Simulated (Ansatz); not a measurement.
```cif
data_structure
_symmetry_space_group_name_H-M 'P 1'
_symmetry_Int_Tables_number 1
_cell_length_a 6.7443
_cell_length_b 6.7443
_cell_length_c 8.0008
_cell_angle_alpha 114.928
_cell_angle_beta 114.928
_cell_angle_gamma 90.000
_cell_volume 292.21
loop_
_atom_site_label
_atom_site_type_symbol
_atom_site_fract_x
_atom_site_fract_y
_atom_site_fract_z
_atom_site_occupancy
Sn1 Sn 0.12500 0.12500 0.25000 1
Sn2 Sn 0.75383 0.75383 0.50766 1
Sn3 Sn 0.49617 0.49617 0.99234 1
Sn4 Sn 0.12500 0.62500 0.25000 1
Sn5 Sn 0.88352 0.38352 0.76704 1
Sn6 Sn 0.62500 0.12500 0.25000 1
Sn7 Sn 0.36648 0.86648 0.73296 1
O1 O 0.23842 0.52581 0.47684 1
O2 O 0.01158 0.29896 0.02316 1
O3 O 0.75691 0.06191 0.51382 1
O4 O 0.49309 0.79809 0.98618 1
O5 O 0.43542 0.62500 0.25000 1
O6 O 0.17641 0.38285 0.76570 1
O7 O 0.87770 0.12500 0.25000 1
O8 O 0.66070 0.86715 0.73430 1
O9 O 0.23842 0.95104 0.47684 1
O10 O 0.01158 0.72419 0.02316 1
O11 O 0.75691 0.45191 0.51382 1
O12 O 0.49309 0.18809 0.98618 1
O13 O 0.81458 0.62500 0.25000 1
O14 O 0.58930 0.38285 0.76570 1
O15 O 0.37230 0.12500 0.25000 1
O16 O 0.07359 0.86715 0.73430 1
```

Computed pressure about 11 GPa in this cell.

All numbers below come from DFT PBEsol, scalar-relativistic, plane waves, PAW in Ansatz 0.2.0.

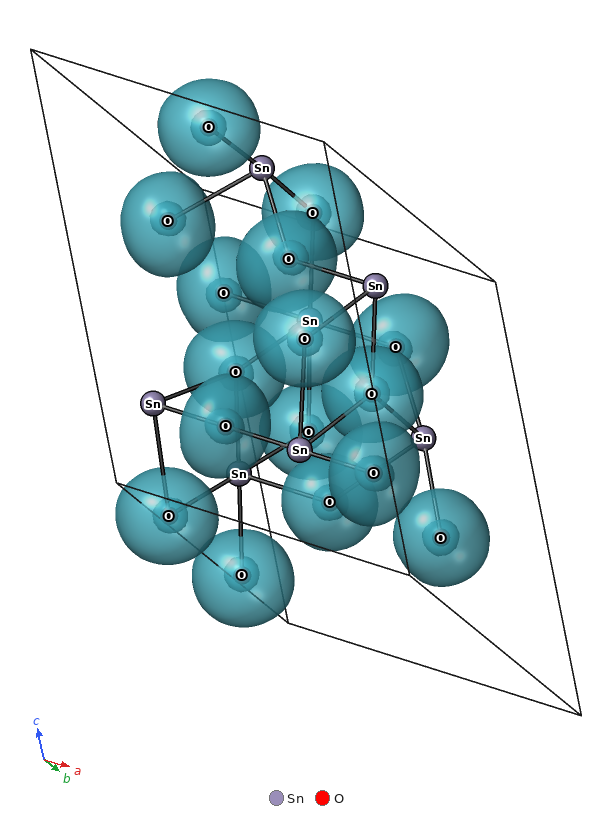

Sn7O16 (cell with a defect). Isosurface of the ELF at 0.65 (cyan), seen at an oblique angle. Core shells and regions of very low density are left out. Sticks mark near contacts.

Q: Describe the localisation domains.

A: The surface consists of 16 regions wrapped around O (the valence shell of each), counted in one cell of 23 atoms. Regions shared between cells count once.

Values along the shortest contacts:
Sn–O (1.67 Å): the ELF peaks at about 0.75 in the valence shell of O, 0.5 Å from its nucleus, and is about 0.30 at the midpoint: no shared electron pair shows on this line.
